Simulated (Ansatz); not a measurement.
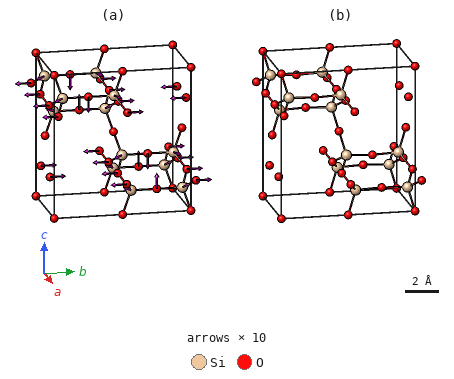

The structure of solid SiO₂ (set up in Imma) before (left) and after (right) a relaxation, at one scale. The purple arrows give the displacements (the part carried along by the change of the cell is left out), magnified 10 times.

A ball-and-stick model of the conventional cell (2 times the calculation's cell), seen from a free direction. Lengths and directions refer to the drawn axes.

Case: volume × 0.88, shape and atoms relaxed.

Computed with Ansatz, DFT PBE, scalar-relativistic, plane waves, PAW. Settings: plane-wave cutoff 420 eV; k-point mesh 6 × 6 × 6; occupations gaussian; smearing width 0.02 eV; no spin polarisation; cell relaxed at fixed volume; force threshold 0.01 eV/Å; at most 30 steps.

> Summarise the run.

The largest moves relative to the cell, 0.10 Å, are those of O atoms. Largest moves by element: O 0.10 Å, Si 0.06 Å. The drawn cell changes at constant volume: a 5.231 → 5.298 Å (+1.3 %), b 8.503 → 8.304 Å (−2.3 %), c 9.027 → 9.126 Å (+1.1 %). Among the contacts that change: O–Si 1.608 → 1.627 Å, O–Si 1.590 → 1.608 Å. Bond angles that change, for instance: Si–O–Si 179.4° → 175.0°, Si–O–Si 140.0° → 137.8°. The space group stays Imma (No. 74). After 5 accepted moves (7 points after the start) the energy has fallen by 8.5 meV per atom. Largest force component: 0.4 eV/Å at the start, 0.0028 eV/Å at the end. Pressure: 6.14 GPa at the start and 1.23 GPa at the end. At 2 points the geometry stayed and the basis and grid were re-selected for the new cell (energy shift of 0.2 meV per atom at most each time). Cost: 2 min on 2 threads of Arm Neoverse V1, with other jobs on the host, peak memory 0.65 GiB.
